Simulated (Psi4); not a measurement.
Energy and gradient calculation, with input and output: C₂H₂Cl₂ (charge −1)

- system: C₂H₂Cl₂ (trans-1,2-dichloroethylene), charge −1, multiplicity 2
- method: B3LYP/6-31G*, UKS (Psi4 1.11)

The geometry is that of the parent species in another charge or spin state. The geometry comes from this level: PBE0-D4/def2-TZVP.

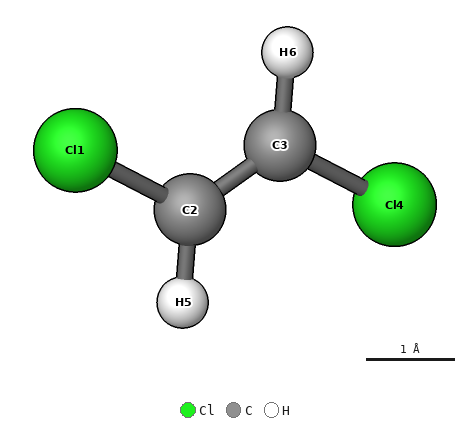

Figure 1. The structure as given in the input (ball-and-stick view, seen at a tilt; atoms are numbered from 1 in the order of the input). Bond lengths as drawn: C–C 1.32 Å, C–Cl 1.71 Å and C–H 1.08 Å.

### Results in brief

- outcome: converged
- total energy: −997.694695 hartree
- basis functions: 68
- largest force: 5.629 eV/Å
- ⟨S²⟩: 0.753
- hardware: 1 thread of Intel Xeon (Granite Rapids), 64 GiB of memory available, shared host
- wall time: 13 s
- peak memory: 0.8 GiB

### Remarks

The record of the run, not the program, notes: unbound anion.

### Input file (input.json)
```
{
 "schema_name": "qcschema_input",
 "schema_version": 1,
 "molecule": {
  "schema_name": "qcschema_molecule",
  "schema_version": 2,
  "symbols": ["Cl", "C", "C", "Cl", "H", "H"],
  "geometry": [3.26213972, -0.50595527, 2.324571, 1.15940367, -0.4443691, -0.1379689, -1.15942257, 0.4443502, 0.13793111, -3.26219641, 0.50595527, -2.32451431, 1.87855784, -1.18102214, -1.90376679, -1.87848225, 1.18100324, 1.90376679],
  "molecular_charge": -1,
  "molecular_multiplicity": 2,
  "fix_symmetry": "c1"
 },
 "driver": "gradient",
 "model": {
  "method": "b3lyp",
  "basis": "6-31G*"
 },
 "keywords": {
  "reference": "uks",
  "puream": true,
  "e_convergence": 1e-09,
  "d_convergence": 1e-08,
  "scf_type": "pk",
  "dft_radial_points": 99,
  "dft_spherical_points": 590,
  "maxiter": 100
 }
}
```

Run as:
```bash
psi4 --qcschema input.json -n 1 --memory 1600MB
```

### The program's output
```
Psi4 1.11 release

gradient() will perform analytic gradient computation.

   => Loading Basis Set <=

    Name: 6-31G*
    Role: ORBITAL
    Keyword: BASIS

         ---------------------------------------------------------
                                   SCF
                              UKS Reference
                        1 Threads,   1525 MiB Core
         ---------------------------------------------------------

  ==> Geometry <==

    Molecular point group: c1
    Full point group: C1

    Geometry (in Bohr), charge = -1, multiplicity = 2:

       Center              X                  Y                   Z               Mass
    ------------   -----------------  -----------------  -----------------  -----------------
         CL           3.262161949580    -0.505952707840     2.324555066172    34.968852682000
         C            1.159425899580    -0.444366537840    -0.137984833828    12.000000000000
         C           -1.159400340420     0.444352762160     0.137915176172    12.000000000000
         CL          -3.262174180420     0.505957832160    -2.324530243828    34.968852682000
         H            1.878580069580    -1.181019577840    -1.903782723828     1.007825032230
         H           -1.878460020420     1.181005802160     1.903750856172     1.007825032230

  Running in c1 symmetry.

  Rotational constants: A =      1.79181  B =      0.05184  C =      0.05039 [cm^-1]
  Rotational constants: A =  53717.10006  B =   1554.25641  C =   1510.54999 [MHz]
  Nuclear repulsion =  176.654995028988395

  Charge       = -1
  Multiplicity = 2
  Electrons    = 49
  Nalpha       = 25
  Nbeta        = 24

  ==> Algorithm <==

  SCF Algorithm Type is PK.
  DIIS enabled.
  MOM disabled.
  Fractional occupation disabled.
  Guess Type is SAD.
  Energy threshold   = 1.00e-09
  Density threshold  = 1.00e-08
  Integral threshold = 1.00e-12

  ==> Primary Basis <==

  Basis Set: 6-31G*
    Blend: 6-31G*
    Number of shells: 32
    Number of basis functions: 68
    Number of Cartesian functions: 72
    Spherical Harmonics?: true
    Max angular momentum: 2

  ==> DFT Potential <==

   => LibXC <=

    Version 7.1.2

   => Composite Functional: B3LYP <=

    B3LYP Hyb-GGA Exchange-Correlation Functional

    Deriv               =              1
    GGA                 =           TRUE
    Meta                =          FALSE

    Exchange Hybrid     =           TRUE
    MP2 Hybrid          =          FALSE

   => Exchange Functionals <=

    0.0800   Slater exchange
    0.7200         Becke 88

   => Exact (HF) Exchange <=

    0.2000               HF

   => Correlation Functionals <=

    0.1900   Vosko, Wilk & Nusair (VWN5_RPA)
    0.8100   Lee, Yang & Parr

   => LibXC Density Thresholds  <==

    XC_HYB_GGA_XC_B3LYP:  1.00E-15

   => Molecular Quadrature <=

    Radial Scheme          =       TREUTLER
    Pruning Scheme         =           NONE
    Nuclear Scheme         =       TREUTLER

    Blocking Scheme        =         OCTREE
    BS radius alpha        =              1
    Pruning alpha          =              1
    Radial Points          =             99
    Spherical Points       =            590
    Total Points           =         324496
    Total Blocks           =           2424
    Max Points             =            256
    Max Functions          =             63
    Weights Tolerance      =       1.00E-15

  ==> Integral Setup <==

  Using in-core PK algorithm.
   Calculation information:
      Number of atoms:                   6
      Number of AO shells:              32
      Number of primitives:             92
      Number of atomic orbitals:        72
      Number of basis functions:        68

      Integral cutoff                 1.00e-12
      Number of threads:                 1

  Performing in-core PK
  Using 5506062 doubles for integral storage.
  We computed 123412 shell quartets total.
  Whereas there are 139656 unique shell quartets.

  ==> DiskJK: Disk-Based J/K Matrices <==

    J tasked:                  Yes
    K tasked:                  Yes
    wK tasked:                  No
    Memory [MiB]:              613
    Schwarz Cutoff:          1E-12

  Cached 100.0% of DFT collocation blocks in 0.519 [GiB].

  Minimum eigenvalue in the overlap matrix is 5.8272781775E-03.
  Reciprocal condition number of the overlap matrix is 1.2989775571E-03.
    Using symmetric orthogonalization.

  ==> Pre-Iterations <==

  SCF Guess: Superposition of Atomic Densities via on-the-fly atomic UHF (no occupation information).

   -------------------------
    Irrep   Nso     Nmo
   -------------------------
     A         68      68
   -------------------------
    Total      68      68
   -------------------------

  ==> Iterations <==

                        Total Energy        Delta E     RMS |[F,P]|

   @UKS iter SAD:  -997.62829521475817   -9.97628e+02   0.00000e+00
   @UKS iter   1:  -997.36111864690486    2.67177e-01   1.12808e-02 ADIIS/DIIS
   @UKS iter   2:  -996.96144851012980    3.99670e-01   1.57709e-02 ADIIS/DIIS
   @UKS iter   3:  -997.68386453228595   -7.22416e-01   1.92715e-03 ADIIS/DIIS
   @UKS iter   4:  -997.69319949865633   -9.33497e-03   7.36473e-04 ADIIS/DIIS
   @UKS iter   5:  -997.69466548833771   -1.46599e-03   1.03197e-04 ADIIS/DIIS
   @UKS iter   6:  -997.69469242651246   -2.69382e-05   2.82997e-05 DIIS
   @UKS iter   7:  -997.69469484830904   -2.42180e-06   5.30968e-06 DIIS
   @UKS iter   8:  -997.69469498735691   -1.39048e-07   1.20149e-06 DIIS
   @UKS iter   9:  -997.69469499357672   -6.21981e-09   4.90062e-07 DIIS
   @UKS iter  10:  -997.69469499434024   -7.63521e-10   1.12925e-07 DIIS
   @UKS iter  11:  -997.69469499436354   -2.33058e-11   7.28650e-08 DIIS
   @UKS iter  12:  -997.69469499437650   -1.29603e-11   4.91941e-09 DIIS
  Energy and wave function converged.

  ==> Post-Iterations <==

   Electrons on quadrature grid:
      Nalpha   =   24.9999999974 ; deviation = -2.610e-09
      Nbeta    =   24.0000000460 ; deviation = 4.603e-08
      Ntotal   =   49.0000000434 ; deviation = 4.342e-08

   @Spin Contamination Metric:   3.132276726E-03
   @S^2 Expected:                7.500000000E-01
   @S^2 Observed:                7.531322767E-01
   @S   Expected:                5.000000000E-01
   @S   Observed:                5.000000000E-01

    Orbital Energies [Eh]
    ---------------------

    Alpha Occupied:

       1A   -101.323543     2A   -101.323539     3A     -9.954258
       4A     -9.953480     5A     -9.254749     6A     -9.254738
       7A     -7.016720     8A     -7.016701     9A     -7.009094
      10A     -7.009087    11A     -7.008743    12A     -7.008738
      13A     -0.666653    14A     -0.643183    15A     -0.481182
      16A     -0.348402    17A     -0.255830    18A     -0.229412
      19A     -0.175230    20A     -0.169301    21A     -0.138672
      22A     -0.112496    23A     -0.103098    24A     -0.022413
      25A      0.165815

    Alpha Virtual:

      26A      0.245023    27A      0.280207    28A      0.326930
      29A      0.406101    30A      0.482613    31A      0.567480
      32A      0.586704    33A      0.610491    34A      0.625489
      35A      0.635304    36A      0.637850    37A      0.654928
      38A      0.683704    39A      0.713882    40A      0.787334
      41A      0.840107    42A      0.844761    43A      1.022852
      44A      1.023508    45A      1.057559    46A      1.059484
      47A      1.061063    48A      1.076020    49A      1.089553
      50A      1.100723    51A      1.112415    52A      1.118934
      53A      1.209553    54A      1.276800    55A      1.303307
      56A      1.322993    57A      1.421892    58A      1.522270
      59A      1.704958    60A      1.866297    61A      2.139965
      62A      2.186674    63A      2.241382    64A      2.335360
      65A      2.544033    66A      2.606739    67A      2.919469
      68A      2.950915

    Beta Occupied:

       1A   -101.323510     2A   -101.323506     3A     -9.947030
       4A     -9.946188     5A     -9.254708     6A     -9.254697
       7A     -7.017007     8A     -7.016988     9A     -7.009090
      10A     -7.009083    11A     -7.008266    12A     -7.008261
      13A     -0.660112    14A     -0.639680    15A     -0.470267
      16A     -0.332149    17A     -0.251582    18A     -0.224113
      19A     -0.171875    20A     -0.152954    21A     -0.131860
      22A     -0.111443    23A     -0.102255    24A      0.017142

    Beta Virtual:

      25A      0.253375    26A      0.277627    27A      0.290028
      28A      0.331737    29A      0.409726    30A      0.487126
      31A      0.568367    32A      0.587984    33A      0.615305
      34A      0.625904    35A      0.636683    36A      0.641422
      37A      0.659318    38A      0.685246    39A      0.716449
      40A      0.813163    41A      0.853076    42A      0.881194
      43A      1.030829    44A      1.031244    45A      1.061443
      46A      1.063248    47A      1.064351    48A      1.079621
      49A      1.092142    50A      1.108129    51A      1.118298
      52A      1.129558    53A      1.212878    54A      1.282459
      55A      1.310566    56A      1.328351    57A      1.434932
      58A      1.528207    59A      1.738380    60A      1.895027
      61A      2.175620    62A      2.210253    63A      2.246702
      64A      2.353518    65A      2.574034    66A      2.644292
      67A      2.926516    68A      2.963946

    Final Occupation by Irrep:
              A
    DOCC [    24 ]
    SOCC [     1 ]
    NA   [    25 ]
    NB   [    24 ]

  @UKS Final Energy:  -997.69469499437650

   => Energetics <=

    Nuclear Repulsion Energy =            176.6549950289883952
    One-Electron Energy =               -1736.7503485449306027
    Two-Electron Energy =                 617.5835865056270677
    DFT Exchange-Correlation Energy =     -55.1829279840613722
    Empirical Dispersion Energy =           0.0000000000000000
    VV10 Nonlocal Energy =                  0.0000000000000000
    Total Energy =                       -997.6946949943765048

  UHF NO Occupations:
  HONO-2 :   23  A 1.9995098
  HONO-1 :   24  A 1.9994115
  HONO-0 :   25  A 1.0000000
  LUNO+0 :   26  A 0.0005885
  LUNO+1 :   27  A 0.0004902
  LUNO+2 :   28  A 0.0003065
  LUNO+3 :   29  A 0.0000594

Computation Completed

Properties will be evaluated at   0.000000,   0.000000,   0.000000 [a0]

Properties computed using the SCF density matrix

 Multipole Moments:

 ------------------------------------------------------------------------------------
     Multipole            Electronic (a.u.)      Nuclear  (a.u.)        Total (a.u.)
 ------------------------------------------------------------------------------------

 L = 1.  Multiply by 2.5417464519 to convert [e a0] to [Debye]
 Dipole X            :         -0.0000927            0.0000655           -0.0000272
 Dipole Y            :          0.0000128           -0.0000093            0.0000035
 Dipole Z            :          0.0000134           -0.0000278           -0.0000144
 Magnitude           :                                                    0.0000310

 ------------------------------------------------------------------------------------

	total time  =          9 seconds =       0.15 minutes

         ------------------------------------------------------------
                                   SCF GRAD
         ------------------------------------------------------------

  ==> Geometry <==

    Molecular point group: c1
    Full point group: C1

    Geometry (in Bohr), charge = -1, multiplicity = 2:

       Center              X                  Y                   Z               Mass
    ------------   -----------------  -----------------  -----------------  -----------------
         CL           3.262161949580    -0.505952707840     2.324555066172    34.968852682000
         C            1.159425899580    -0.444366537840    -0.137984833828    12.000000000000
         C           -1.159400340420     0.444352762160     0.137915176172    12.000000000000
         CL          -3.262174180420     0.505957832160    -2.324530243828    34.968852682000
         H            1.878580069580    -1.181019577840    -1.903782723828     1.007825032230
         H           -1.878460020420     1.181005802160     1.903750856172     1.007825032230

  Nuclear repulsion =  176.654995028988395

  ==> Basis Set <==

  Basis Set: 6-31G*
    Blend: 6-31G*
    Number of shells: 32
    Number of basis functions: 68
    Number of Cartesian functions: 72
    Spherical Harmonics?: true
    Max angular momentum: 2

  ==> DirectJKGrad: Integral-Direct SCF Gradients <==

    Gradient:                    1
    J tasked:                  Yes
    K tasked:                  Yes
    wK tasked:                  No
    Integrals threads:           1
    Schwarz Cutoff:          1E-12

  ==> DFT Potential <==

   => LibXC <=

    Version 7.1.2

   => Composite Functional: B3LYP <=

    B3LYP Hyb-GGA Exchange-Correlation Functional

    Deriv               =              1
    GGA                 =           TRUE
    Meta                =          FALSE

    Exchange Hybrid     =           TRUE
    MP2 Hybrid          =          FALSE

   => Exchange Functionals <=

    0.0800   Slater exchange
    0.7200         Becke 88

   => Exact (HF) Exchange <=

    0.2000               HF

   => Correlation Functionals <=

    0.1900   Vosko, Wilk & Nusair (VWN5_RPA)
    0.8100   Lee, Yang & Parr

   => LibXC Density Thresholds  <==

    XC_HYB_GGA_XC_B3LYP:  1.00E-15

   => Molecular Quadrature <=

    Radial Scheme          =       TREUTLER
    Pruning Scheme         =           NONE
    Nuclear Scheme         =       TREUTLER

    Blocking Scheme        =         OCTREE
    BS radius alpha        =              1
    Pruning alpha          =              1
    Radial Points          =             99
    Spherical Points       =            590
    Total Points           =         324496
    Total Blocks           =           2424
    Max Points             =            256
    Max Functions          =             63
    Weights Tolerance      =       1.00E-15

  -Total Gradient:
     Atom            X                  Y                   Z
    ------   -----------------  -----------------  -----------------
       1       -0.019768562013    -0.000017521114    -0.025329731796
       2       -0.086182817449     0.044207083764     0.050993055087
       3        0.086173114675    -0.044207401411    -0.051000600496
       4        0.019776000429     0.000019291311     0.025337084181
       5       -0.004047637962     0.001002714813    -0.001517296770
       6        0.004049901900    -0.001004167889     0.001517490765

	total time  =          2 seconds =       0.03 minutes

    Psi4 run time: 0:00:11.62
```

### File result.json
```
{
 "driver": "gradient",
 "model": {
  "method": "b3lyp",
  "basis": "6-31G*"
 },
 "success": true,
 "return_result": [-0.019768562012666954, -1.7521114172532916e-05, -0.025329731796101193, -0.0861828174486563, 0.04420708376409551, 0.05099305508715233, 0.08617311467465673, -0.044207401410608346, -0.05100060049598961, 0.019776000428841187, 1.92913112862245e-05, 0.025337084180662453, -0.0040476379618735875, 0.0010027148127232377, -0.0015172967698983408, 0.004049901900228033, -0.0010041678885449323, 0.0015174907645794655],
 "properties": {
  "calcinfo_nbasis": 68,
  "calcinfo_nmo": 68,
  "calcinfo_nalpha": 25,
  "calcinfo_nbeta": 24,
  "calcinfo_natom": 6,
  "nuclear_repulsion_energy": 176.6549950289884,
  "return_energy": -997.6946949943765,
  "return_gradient": [-0.019768562012666954, -1.7521114172532916e-05, -0.025329731796101193, -0.0861828174486563, 0.04420708376409551, 0.05099305508715233, 0.08617311467465673, -0.044207401410608346, -0.05100060049598961, 0.019776000428841187, 1.92913112862245e-05, 0.025337084180662453, -0.0040476379618735875, 0.0010027148127232377, -0.0015172967698983408, 0.004049901900228033, -0.0010041678885449323, 0.0015174907645794655],
  "scf_one_electron_energy": -1736.7503485449306,
  "scf_two_electron_energy": 617.5835865056271,
  "scf_xc_energy": -55.18292798406137,
  "scf_dipole_moment": [-2.7200640777103047e-05, 3.518034743021925e-06, -1.4398213290967021e-05],
  "scf_total_energy": -997.6946949943765,
  "scf_total_gradient": [-0.019768562012666954, -1.7521114172532916e-05, -0.025329731796101193, -0.0861828174486563, 0.04420708376409551, 0.05099305508715233, 0.08617311467465673, -0.044207401410608346, -0.05100060049598961, 0.019776000428841187, 1.92913112862245e-05, 0.025337084180662453, -0.0040476379618735875, 0.0010027148127232377, -0.0015172967698983408, 0.004049901900228033, -0.0010041678885449323, 0.0015174907645794655],
  "scf_iterations": 12
 }
}
```
